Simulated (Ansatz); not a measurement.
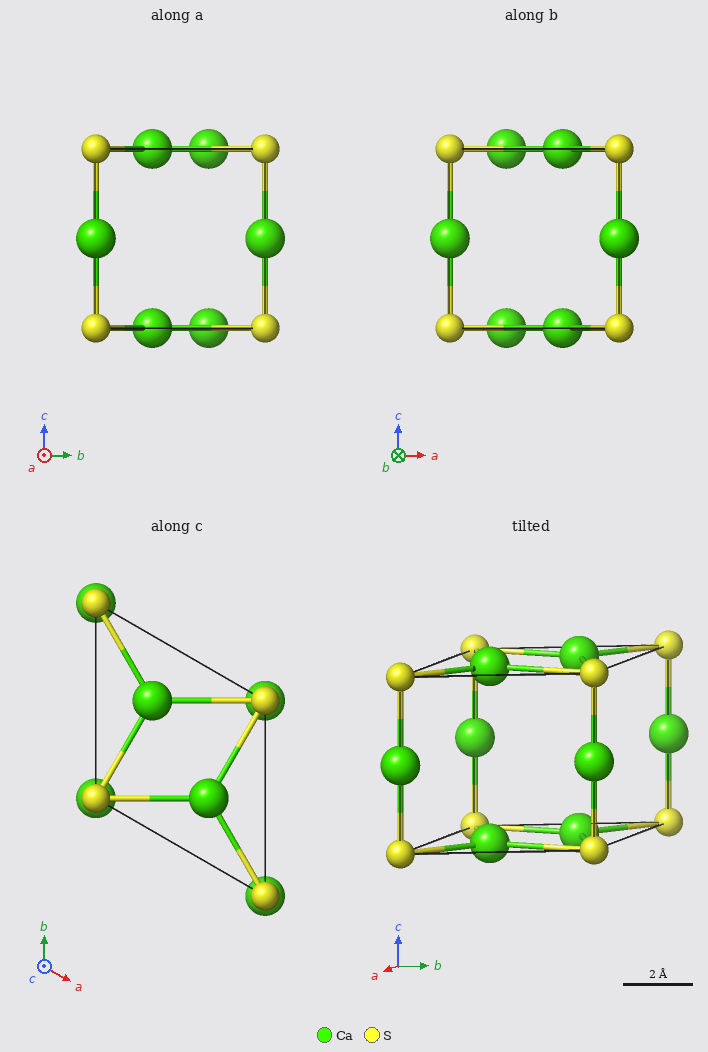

We look at a ball-and-stick model of the crystal along the a axis, along the b axis, along the c axis and slightly off an axis. The conventional unit cell is drawn as a box.

Lattice parameters: a = 5.669 Å, b = 5.669 Å, c = 5.198 Å, α = 90.00°, β = 90.00°, γ = 120.00°. Put a along x and b in the xy plane.

**Give the structure in the form of a POSCAR file.**

```
Ca S
1.0
     5.669    0.000    0.000
    -2.834    4.909    0.000
     0.000    0.000    5.198
Ca S
3 1
Direct
  0.0000 0.0000 0.5000
  0.3333 0.6667 0.0000
  0.6667 0.3333 0.0000
  0.0000 0.0000 0.0000
```

It goes back to a structure type filled with these elements by a generator (whether the compound takes this form wasn't checked). Relaxation method: Ansatz 0.2.0, DFT PBE, scalar-relativistic, plane waves, PAW.
